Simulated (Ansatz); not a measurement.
Consider Zn24HO24 (cell charge +1, with a compensating background) (cell with a defect).

Input

```
crystal:
  lattice:
    - [-6.5589720433, 0.0, -5.2932739845]
    - [3.2794860216, 5.6802364122, -5.2932739845]
    - [3.2794860216, -5.6802364122, -5.2932739845]
  atoms:
    - { symbol: Zn, position: [0.6654482711, 0.3326054481, 0.5007735321] }
    - { symbol: Zn, position: [0.3354818769, 0.0010491716, 0.1679299849] }
    - { symbol: Zn, position: [0.4946423016, 0.1664382806, 0.8329354581] }
    - { symbol: Zn, position: [0.0006066657, 0.1679051619, 0.3359416615] }
    - { symbol: Zn, position: [0.5003150238, 0.6658915019, 0.3326333361] }
    - { symbol: Zn, position: [0.1674587475, 0.3359235908, 0.001057827] }
    - { symbol: Zn, position: [0.8306234106, -0.0015354087, 0.6678119766] }
    - { symbol: Zn, position: [0.664901842, 0.8299865641, 0.0004111388] }
    - { symbol: Zn, position: [0.3321735352, 0.5007557856, 0.6659017911] }
    - { symbol: Zn, position: [0.1660127528, 0.8329137185, 0.4951017632] }
    - { symbol: Zn, position: [0.8324738725, 0.4950905791, 0.1664755854] }
    - { symbol: Zn, position: [-0.0033029687, 0.6695197576, 0.8297869851] }
    - { symbol: Zn, position: [0.3310737937, 0.1670577698, 0.5022136286] }
    - { symbol: Zn, position: [0.0006749974, 0.8383600972, 0.1620105984] }
    - { symbol: Zn, position: [0.1563624239, -0.0020251, 0.8360382855] }
    - { symbol: Zn, position: [0.6636576283, -0.0004013817, 0.3356585963] }
    - { symbol: Zn, position: [0.1666216938, 0.5021947171, 0.3315285829] }
    - { symbol: Zn, position: [0.8348395195, 0.158980647, -0.0032165017] }
    - { symbol: Zn, position: [0.496250477, 0.8329108881, 0.6676139583] }
    - { symbol: Zn, position: [0.3351757281, 0.6640994985, -0.0003952555] }
    - { symbol: Zn, position: [-0.0008355659, 0.335628196, 0.6641218444] }
    - { symbol: Zn, position: [0.8324635066, 0.6676069588, 0.4967136314] }
    - { symbol: Zn, position: [0.5017440541, 0.3315154433, 0.1670781386] }
    - { symbol: Zn, position: [0.6671588181, 0.4967010041, 0.832915374] }
    - { symbol: O, position: [0.5378966918, 0.3726931346, 0.7069295928] }
    - { symbol: O, position: [0.2073813791, 0.0411897779, 0.3734279733] }
    - { symbol: O, position: [0.3729635441, 0.2078308398, 0.0412064868] }
    - { symbol: O, position: [0.872268671, 0.2065671086, 0.5420373828] }
    - { symbol: O, position: [0.3722499514, 0.7068979583, 0.5383441302] }
    - { symbol: O, position: [0.0407370854, 0.3734064892, 0.2078489423] }
    - { symbol: O, position: [0.6992470755, 0.0391548653, 0.8704775599] }
    - { symbol: O, position: [0.5415725553, 0.8727078428, 0.2065847805] }
    - { symbol: O, position: [0.2061211374, 0.5420135259, 0.8727237754] }
    - { symbol: O, position: [0.0365389919, 0.8702698337, 0.7007692883] }
    - { symbol: O, position: [0.7064678842, 0.5383272228, 0.3727141351] }
    - { symbol: O, position: [0.8718554922, 0.7016951719, 0.0397988963] }
    - { symbol: O, position: [0.538009697, 0.2064586807, 0.3755529339] }
    - { symbol: O, position: [0.2144825505, 0.8711005459, 0.0427564967] }
    - { symbol: O, position: [0.3667455629, 0.0385275431, 0.7094449845] }
    - { symbol: O, position: [0.8706465985, 0.0427493596, 0.2149392046] }
    - { symbol: O, position: [0.3750967165, 0.538459141, 0.206457944] }
    - { symbol: O, position: [0.0422866339, 0.2149130088, 0.871120357] }
    - { symbol: O, position: [0.7034241189, 0.8720911208, 0.5412180718] }
    - { symbol: O, position: [0.5407572196, 0.7038570049, 0.8721112979] }
    - { symbol: O, position: [0.2060075851, 0.3755393803, 0.5384644836] }
    - { symbol: O, position: [0.0380761349, 0.7094251111, 0.3671963585] }
    - { symbol: O, position: [0.7089760073, 0.3672039337, 0.0385384286] }
    - { symbol: O, position: [0.8716578254, 0.5411902668, 0.7038855743] }
    - { symbol: H, position: [0.9613646754, 0.9596159231, 0.9606659409] }
  host:
    lattice:
      - [3.2794860216, 0.0, 0.0]
      - [-1.6397430108, 2.8401182061, 0.0]
      - [0.0, 0.0, 5.2932739845]
    atoms:
      - { symbol: Zn, position: [0.3333333333, 0.6666666667, 0.4999685892] }
      - { symbol: Zn, position: [0.6666666667, 0.3333333333, -3.14108e-05] }
      - { symbol: O, position: [0.6666666667, 0.3333333333, 0.3790414108] }
      - { symbol: O, position: [0.3333333333, 0.6666666667, 0.8790414108] }
total_charge: 1
basis:
  ecutwfc: 420
  xc_grid: 2
kpoints:
  mp_grid: { grid: [2, 2, 2], shift: [0.5, 0.5, 0.5] }
hamiltonian:
  xc: pbe
scf:
  occupations: { method: gaussian, width: 0.01 }
output:
  forces: true
  stress: false
  eigenvalues: true
  charged_corrections:
    defect_position: [0.93055556, 0.93055556, 0.93055556]
    epsilon: [[10.5581, 0.0, 0.0], [0.0, 10.5581, 0.0], [0.0, 0.0, 11.5842]]
  write_density: true
  write_potential: true
  elf: true
  volumetric_format: npy
relax:
  adjacent_minimum: "off"
  f_tol: 0.025
  max_steps: 60
```

Launched as:

```sh
ansatz run input.yaml --threads 8 --pin off --max-ram 22528MiB --backend cpu --events-out ev --progress --plain --runs-dir out
```

The fields are those of the relaxed geometry.

Computed with DFT PBE, scalar-relativistic, plane waves, PAW in Ansatz.

**Predict the valence pseudo-density and electron localisation function between the atoms.**

Zn–O (2.00 Å): ρ is about 0.56 e/Å³ halfway; the ELF peaks at about 0.85 in the valence shell of O, 0.6 Å from its nucleus, and is about 0.25 at the midpoint; no localised pair shows between them.
Zn–O (2.02 Å): the density is about 0.54 e/Å³ at the midpoint; the ELF peaks at about 0.85 in the valence shell of O, 0.6 Å from its nucleus, and is about 0.25 at the midpoint (no localised pair shows between them).
Zn–O (2.11 Å): ρ at the midpoint is about 0.44 e/Å³; the ELF peaks at about 0.85 in the valence shell of O, 0.6 Å from its nucleus, and is about 0.20 at the midpoint (no shared electron pair shows on this line).

**Does the calculation make it a metal, or give it a gap?**

It is gapped, with a Kohn–Sham gap of 2.0 eV on the k-point mesh (the band edges may lie off the mesh, which would make the gap smaller).

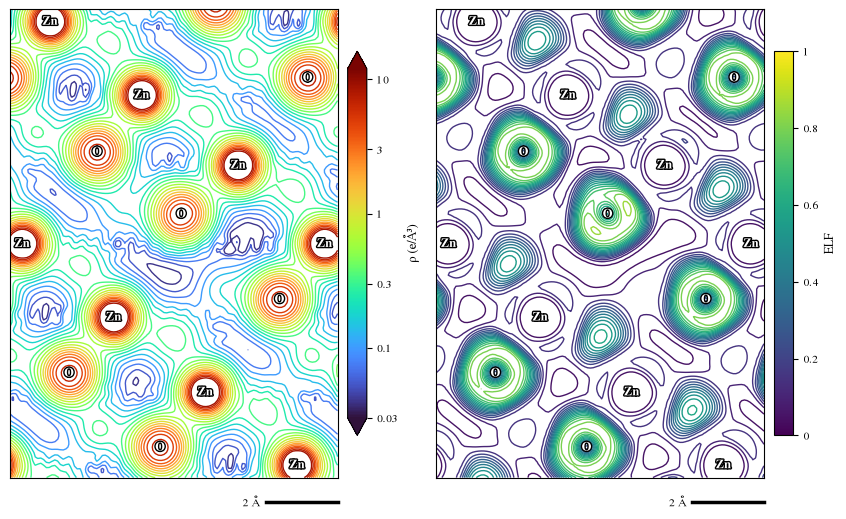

Computed valence pseudo-density and electron localisation function on the (011̄) plane of the calculation cell, in this order. Atoms just off the plane (Zn, 0.9 Å away and O, 0.9 Å away) can leave unmarked features too.

Core electrons are frozen (PAW), and the valence fields are smoothed inside the atomic spheres.
